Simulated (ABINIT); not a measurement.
## Run report: CoO, single-point calculation (part 2 of 2)

CoO (2 atoms in the cell); Kohn-Sham DFT of a periodic cell, LDA, JTH PAW LDA v2.0, spin-polarised (ABINIT 10.8.3); cutoff 707.5 eV, 10×10×10 k-mesh, Gaussian smearing of 0.1 eV, collinear spins. The structure derives from a Materials Project entry.

Geometry of the input (Å; fractional positions):
```
1.5055  0.8692  2.4399
-1.5055  0.8692  2.4399
0.0000  -1.7384  2.4399
Co 0.0000  0.0000  0.0000
O  0.5000  0.5000  0.5000
```

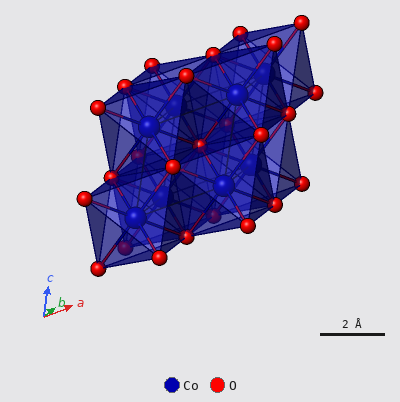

Figure 1. The input geometry (polyhedral view of the cell of the calculation, seen slightly off an axis; polyhedra are completed across the faces of the cell). An atom can appear more than once, as a periodic image.

### The program's output, continued
```
           spinat      0.0000000000E+00  0.0000000000E+00  2.0000000000E+00
                       0.0000000000E+00  0.0000000000E+00  0.0000000000E+00
           tolvrs      1.00000000E-09
           tsmear      3.67493222E-03 Hartree
            typat      1  2
           useylm           1
                       outvars : Printing only first  50 k-points.
           xangst      0.0000000000E+00  0.0000000000E+00  0.0000000000E+00
                       0.0000000000E+00  2.6458862716E-11  3.6598903568E+00
            xcart      0.0000000000E+00  0.0000000000E+00  0.0000000000E+00
                       0.0000000000E+00  5.0000004137E-11  6.9161904252E+00
             xred      0.0000000000E+00  0.0000000000E+00  0.0000000000E+00
                       5.0000000000E-01  5.0000000000E-01  5.0000000000E-01
            znucl       27.00000    8.00000

================================================================================

 chkinp: Checking input parameters for consistency.

================================================================================
== DATASET  1 ==================================================================

--- !DatasetInfo
iteration_state: {dtset: 1, }
dimensions: {natom: 2, nkpt: 116, mband: 16, nsppol: 2, nspinor: 1, nspden: 2, mpw: 842, }
cutoff_energies: {ecut:  26.0, pawecutdg:  48.0, }
electrons: {nelect:   2.30000000E+01, charge:   0.00000000E+00, occopt:   7.00000000E+00, tsmear:   3.67493222E-03, }
meta: {optdriver: 0, ionmov: 0, optcell: 0, iscf: 17, paral_kgb: 0, }
...

 Exchange-correlation functional for the present dataset will be:
  LDA: Perdew-Wang 92 LSD fit to Ceperley-Alder data - ixc=7
  J.P.Perdew and Y.Wang, PRB 45, 13244 (1992)

 Real(R)+Recip(G) space primitive vectors, cartesian coordinates (Bohr,Bohr^-1):
 R(1)=  2.8449251  1.6425183  4.6107936  G(1)=  0.1757515  0.1014702  0.0722941
 R(2)= -2.8449251  1.6425183  4.6107936  G(2)= -0.1757515  0.1014702  0.0722941
 R(3)=  0.0000000 -3.2850366  4.6107936  G(3)=  0.0000000 -0.2029404  0.0722941
 Unit cell volume ucvol=  1.2927305E+02 bohr^3
 Angles (23,13,12)=  6.03333398E+01  6.03333398E+01  6.03333398E+01 degrees

 Coarse grid specifications (used for wave-functions):

 getcut: wavevector=  0.0000  0.0000  0.0000  ngfft=  27  27  27
         ecut(hartree)=     26.000   => boxcut(ratio)=   2.00301

 Fine grid specifications (used for densities):

 getcut: wavevector=  0.0000  0.0000  0.0000  ngfft=  36  36  36
         ecut(hartree)=     48.000   => boxcut(ratio)=   2.03896

--- Pseudopotential description ------------------------------------------------
- pspini: atom type   1  psp file is ./Co.LDA_PW-JTH.xml
 Pseudopotential format is: paw10
 basis_size (lnmax)=  6 (lmn_size= 18), orbitals=   0   0   1   1   2   2
 Spheres core radius: rc_sph= 2.10903434
 Shapefunction is SIN type: shapef(r)=[sin(pi*r/rshp)/(pi*r/rshp)]**2
 Radius for shape functions =  1.60384542
 Compensation charge density is not taken into account in XC energy/potential

- pspini: atom type   2  psp file is ./O.LDA_PW-JTH.xml
 Pseudopotential format is: paw10
 basis_size (lnmax)=  4 (lmn_size=  8), orbitals=   0   0   1   1
 Spheres core radius: rc_sph= 1.41465230
 Shapefunction is SIN type: shapef(r)=[sin(pi*r/rshp)/(pi*r/rshp)]**2
 Radius for shape functions =  1.20231231
 Compensation charge density is not taken into account in XC energy/potential

   4.40312811E+02                                ecore*ucvol(ha*bohr**3)
--------------------------------------------------------------------------------

================================================================================

--- !BeginCycle
iteration_state: {dtset: 1, }
solver: {iscf: 17, nstep: 100, nline: 4, wfoptalg: 10, }
tolerances: {tolvrs: 1.00E-09, }
...

     iter   Etot(hartree)      deltaE(h)  residm     nres2   difmagsph maxmagsph
 ETOT  1  -159.42962151939    -1.594E+02 2.533E+01 7.403E+01 5.774E-01 5.774E-01
 ETOT  2  -162.66652404802    -3.237E+00 8.680E-01 5.591E+01 1.757E-01 7.531E-01
 ETOT  3  -162.66399334810     2.531E-03 2.390E-01 2.836E+01 8.666E-01 1.620E+00
 ETOT  4  -162.63111183137     3.288E-02 1.937E-01 3.945E+00 2.602E-01 1.360E+00
 ETOT  5  -162.63309984990    -1.988E-03 1.692E-01 1.525E+00 3.440E-01 1.704E+00
 ETOT  6  -162.63447494476    -1.375E-03 3.507E-03 2.620E+00 1.485E-01 1.852E+00
 ETOT  7  -162.63802213088    -3.547E-03 1.721E-03 3.111E+00 1.895E-01 2.042E+00
 ETOT  8  -162.63772720052     2.949E-04 2.770E-03 2.062E+00 7.848E-02 2.120E+00
 ETOT  9  -162.63761306603     1.141E-04 3.658E-03 1.444E-01 3.055E-01 2.426E+00
 ETOT 10  -162.63802757557    -4.145E-04 1.973E-03 2.975E-02 6.395E-02 2.490E+00
 ETOT 11  -162.63794968316     7.789E-05 1.509E-03 6.055E-02 3.303E-02 2.523E+00
 ETOT 12  -162.63802213584    -7.245E-05 1.401E-03 3.277E-02 5.947E-02 2.463E+00
 ETOT 13  -162.63805145142    -2.932E-05 7.154E-04 1.258E-02 3.916E-02 2.502E+00
 ETOT 14  -162.63804803303     3.418E-06 6.298E-04 5.415E-03 7.874E-03 2.494E+00
 ETOT 15  -162.63804722394     8.091E-07 3.561E-04 1.960E-03 2.944E-03 2.497E+00
 ETOT 16  -162.63804671833     5.056E-07 4.352E-04 6.777E-04 3.995E-04 2.498E+00
 ETOT 17  -162.63804658560     1.327E-07 1.709E-04 1.314E-04 5.238E-04 2.497E+00
 ETOT 18  -162.63804654934     3.627E-08 1.501E-04 3.788E-06 1.160E-03 2.496E+00
 ETOT 19  -162.63804655050    -1.164E-09 8.598E-05 6.530E-07 1.219E-04 2.496E+00
 ETOT 20  -162.63804655032     1.820E-10 1.322E-04 6.577E-08 3.957E-05 2.496E+00
 ETOT 21  -162.63804655033    -1.032E-11 7.257E-05 3.856E-09 1.560E-06 2.496E+00
 ETOT 22  -162.63804655033    -1.478E-12 1.094E-04 8.179E-10 1.895E-06 2.496E+00

 At SCF step   22       nres2   =  8.18E-10 < tolvrs=  1.00E-09 =>converged.

 Cartesian components of stress tensor (hartree/bohr^3)
  sigma(1 1)=  6.08907167E-04  sigma(3 2)= -1.94879411E-13
  sigma(2 2)=  6.08907166E-04  sigma(3 1)=  0.00000000E+00
  sigma(3 3)=  6.18075241E-04  sigma(2 1)=  0.00000000E+00

--- !ResultsGS
iteration_state: {dtset: 1, }
comment   : Summary of ground state results
lattice_vectors:
- [  2.8449251,   1.6425183,   4.6107936, ]
- [ -2.8449251,   1.6425183,   4.6107936, ]
- [  0.0000000,  -3.2850366,   4.6107936, ]
lattice_lengths: [   5.66135,    5.66135,    5.66135, ]
lattice_angles: [ 60.333,  60.333,  60.333, ] # degrees, (23, 13, 12)
lattice_volume:   1.2927305E+02
convergence: {deltae: -1.478E-12, res2:  8.179E-10, residm:  1.094E-04, diffor: null, }
etotal    :  -1.62638047E+02
entropy   :   0.00000000E+00
fermie    :   3.79236016E-01
cartesian_stress_tensor: # hartree/bohr^3
- [  6.08907167E-04,   0.00000000E+00,   0.00000000E+00, ]
- [  0.00000000E+00,   6.08907166E-04,  -1.94879411E-13, ]
- [  0.00000000E+00,  -1.94879411E-13,   6.18075241E-04, ]
pressure_GPa:  -1.8005E+01
xred      :
- [  0.0000E+00,   0.0000E+00,   0.0000E+00, Co]
- [  5.0000E-01,   5.0000E-01,   5.0000E-01,  O]
cartesian_forces: # hartree/bohr
- [ -0.00000000E+00,  -0.00000000E+00,  -0.00000000E+00, ]
- [ -0.00000000E+00,  -0.00000000E+00,  -0.00000000E+00, ]
force_length_stats: {min:   0.00000000E+00, max:   0.00000000E+00, mean:   0.00000000E+00, }
...

 Integrated electronic and magnetization densities in atomic spheres:
 ------------------------------------------------------------------------------------------------------------
 Radius=ratsph(iatom), smearing ratsm=  0.0000. Diff(up-dn)=approximate z local magnetic moment.
    Atom    Radius    up_density   dn_density  Total(up+dn)  Diff(up-dn)
    1 Co   2.10903     8.897421     6.401473     15.298895     2.495948
    2  O   1.41465     2.385353     2.083386      4.468739     0.301966
 ------------------------------------------------------------------------------------------------------------
  Sum:                11.282774     8.484860     19.767634     2.797914
 Total magnetization (from the atomic spheres):                2.797914
 Total magnetization (exact up - dn):                          2.873136

================================================================================

 ----iterations are completed or convergence reached----

 Mean square residual over all n,k,spin=   11.349E-08; max=  10.937E-05
 reduced coordinates (array xred) for    2 atoms
       0.000000000000      0.000000000000      0.000000000000
       0.500000000000      0.500000000000      0.500000000000
 rms dE/dt=  0.0000E+00; max dE/dt=  0.0000E+00; dE/dt below (all hartree)
    1       0.000000000000      0.000000000000      0.000000000000
    2       0.000000000000      0.000000000000      0.000000000000

 cartesian coordinates (angstrom) at end:
    1      0.00000000000000     0.00000000000000     0.00000000000000
    2      0.00000000000000     0.00000000002646     3.65989035679846

 cartesian forces (hartree/bohr) at end:
    1     -0.00000000000000    -0.00000000000000    -0.00000000000000
    2     -0.00000000000000    -0.00000000000000    -0.00000000000000
 frms,max,avg= 0.0000000E+00 0.0000000E+00   0.000E+00  0.000E+00  0.000E+00 h/b

 cartesian forces (eV/Angstrom) at end:
    1     -0.00000000000000    -0.00000000000000    -0.00000000000000
    2     -0.00000000000000    -0.00000000000000    -0.00000000000000
 frms,max,avg= 0.0000000E+00 0.0000000E+00   0.000E+00  0.000E+00  0.000E+00 e/A
 length scales=  1.000000000000  1.000000000000  1.000000000000 bohr
              =  0.529177210544  0.529177210544  0.529177210544 angstroms
 Fermi (or HOMO) energy (eV) =  10.31954   Average Vxc (eV)= -12.46734
 Eigenvalues (   eV  ) for nkpt= 116  k points, SPIN UP:
 kpt#   1, nband= 16, wtk=  0.00100, kpt=  0.0000  0.0000  0.0000 (reduced coord)
 -85.71643  -49.37496  -49.37496  -49.36918   -9.92268    6.90474    6.90474    6.95371
   7.16724    7.16724    7.20013    7.20013    7.20514   11.16860   26.83520   28.08166
 prteigrs : prtvol=0 or 1, do not print more k-points.

 Eigenvalues (   eV  ) for nkpt= 116  k points, SPIN DOWN:
 kpt#   1, nband= 16, wtk=  0.00100, kpt=  0.0000  0.0000  0.0000 (reduced coord)
 -82.86786  -46.61162  -46.61162  -46.61067   -9.38042    7.51164    7.51164    7.56459
   9.18779    9.18779    9.22110    9.89666    9.89666   11.72961   26.90643   28.76400
 prteigrs : prtvol=0 or 1, do not print more k-points.

--- !EnergyTerms
iteration_state     : {dtset: 1, }
comment             : Components of total free energy in Hartree
kinetic             :  1.91926439940724E+01
hartree             :  4.20725713983037E+01
xc                  : -5.93206252994321E+00
Ewald energy        : -1.06671679641478E+02
psp_core            :  3.40606814732446E+00
local_psp           : -1.41136233222246E+02
PAW spherical_terms :  2.64313585860642E+01
internal            : -1.62637333267902E+02
'-kT*entropy'       : -7.12784940281958E-04
total_energy        : -1.62638046052843E+02
total_energy_eV     : -4.42560668943555E+03
...

--- !EnergyTermsDC
iteration_state     : {dtset: 1, }
comment             : '"Double-counting" decomposition of free energy'
band_energy         : -1.41434314954090E+01
Ewald energy        : -1.06671679641478E+02
psp_core            :  3.40606814732446E+00
xc_dc               : -4.02376306307747E+01
PAW spherical_terms : -4.99066014505141E+00
internal            : -1.62637333765389E+02
'-kT*entropy'       : -7.12784940281958E-04
total_energy_dc     : -1.62638046550329E+02
total_energy_dc_eV  : -4.42560670297285E+03
...

--- !EnergyTermsWithPAWCore
iteration_state     : {dtset: 1, }
comment             : 'Components of total free energy, including PAW core contributions'
Total energy        : -1.46589078511282E+03
Total energy DC     : -1.46589078561030E+03
Total energy (eV)   : -3.98889203481292E+04
Total energy DC (eV): -3.98889203616665E+04
...

 Cartesian components of stress tensor (hartree/bohr^3)
  sigma(1 1)=  6.08907167E-04  sigma(3 2)= -1.94879411E-13
  sigma(2 2)=  6.08907166E-04  sigma(3 1)=  0.00000000E+00
  sigma(3 3)=  6.18075241E-04  sigma(2 1)=  0.00000000E+00

-Cartesian components of stress tensor (GPa)         [Pressure= -1.8005E+01 GPa]
- sigma(1 1)=  1.79146674E+01  sigma(3 2)= -5.73355021E-09
- sigma(2 2)=  1.79146673E+01  sigma(3 1)=  0.00000000E+00
- sigma(3 3)=  1.81844014E+01  sigma(2 1)=  0.00000000E+00

== END DATASET(S) ==============================================================
================================================================================

 -outvars: echo values of variables after computation  --------
            acell      1.0000000000E+00  1.0000000000E+00  1.0000000000E+00 Bohr
           etotal     -1.6263804655E+02
            fcart     -0.0000000000E+00 -0.0000000000E+00 -0.0000000000E+00
                      -0.0000000000E+00 -0.0000000000E+00 -0.0000000000E+00
            rprim      2.8449251281E+00  1.6425182886E+00  4.6107936168E+00
                      -2.8449251281E+00  1.6425182886E+00  4.6107936168E+00
                       0.0000000000E+00 -3.2850365771E+00  4.6107936168E+00
           strten      6.0890716704E-04  6.0890716593E-04  6.1807524064E-04
                      -1.9487941071E-13  0.0000000000E+00  0.0000000000E+00
           xangst      0.0000000000E+00  0.0000000000E+00  0.0000000000E+00
                       0.0000000000E+00  2.6458862716E-11  3.6598903568E+00
             xred      0.0000000000E+00  0.0000000000E+00  0.0000000000E+00
                       5.0000000000E-01  5.0000000000E-01  5.0000000000E-01
 Calculation completed.
```

### Summary

- outcome: converged
- space group (tolerance 0.01 Å): R-3m (166)
- electrons treated: 23
- free energy: −4425.6067 eV
- gap on the k-point mesh: none (metallic)
- net moment of the cell: 2.87 μB
- pressure: −18.00 GPa
- largest force (length of the vector): under 0.001 eV/Å
- hardware: 1 thread of Arm Neoverse V2, 24 GiB of memory available, shared host
- wall time: 2.2 min
- peak memory: 0.15 GiB

### Notes

The cell is under a tension of 18.0 GPa at this level, so it is not at its equilibrium volume.
